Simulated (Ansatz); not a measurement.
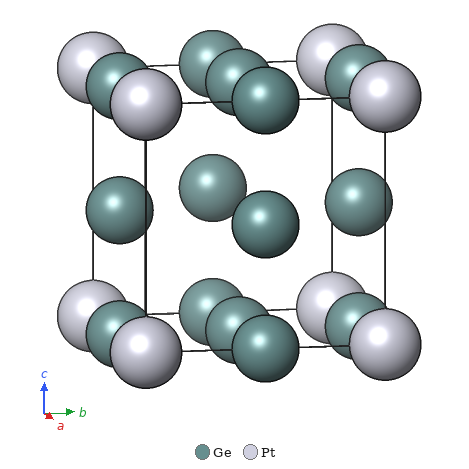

A spheres-only picture of a crystal structure, seen slightly off an axis. The frame is the conventional unit cell; atoms at its boundary are shown with their periodic copies. Cell: a = 5.09 Å, b = 5.09 Å, c = 5.22 Å, α = 90.00°, β = 90.00°, γ = 90.00°.

The model was built from a random cell made by a generator, so it need not be a real form of the compound. Earlier steps of the study may have refined or changed the cell and positions. It went into a calculation with Ansatz.

Give a description of the structure.

Answer. Chemical formula Ge5Pt. The symmetry is that of P4/mmm (No. 123), on a primitive tetragonal lattice. Atoms per cell: 6 (5 Ge, 1 Pt). Pt is coordinated by four Ge in a square planar arrangement at about 2.5 Å. Ge takes three kinds of site: 2e with two Ge in a linear arrangement at about 2.6 Å; 2f with four Ge and two Pt in an octahedral arrangement (about 2.5 to 2.6 Å to Ge, 2.5 Å to Pt); 1c with four Ge in a square planar arrangement at about 2.5 Å.

The calculation used DFT PBE, scalar-relativistic, plane waves, PAW in Ansatz, with plane waves to 420 eV, the zone sampled with 8×8×8 points, Gaussian smearing of 0.1 eV, no spin polarisation.

Metal or not?

Answer. A metal: bands cross the Fermi level.

Give the Bader charge of each element.

Answer. Ge +0.08 to +0.15 e; Pt -0.63 e.

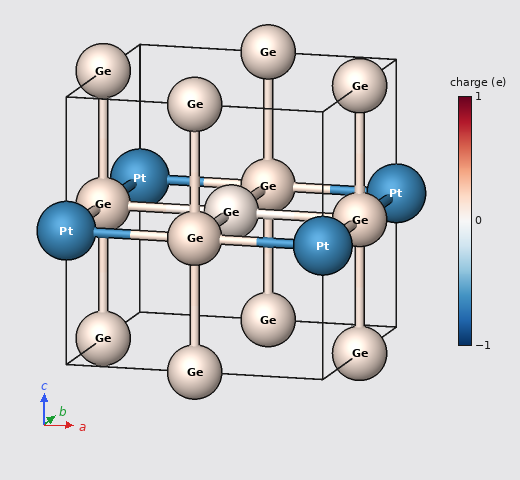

The atoms coloured by those charges. The run's cell of 6 atoms is drawn, so axes and origin can differ from the first picture.

Are forces and stress small enough to call this relaxed?

Answer. Yes. All forces vanish to within 0.01 eV/Å. The pressure is 0.0 GPa, close to zero.
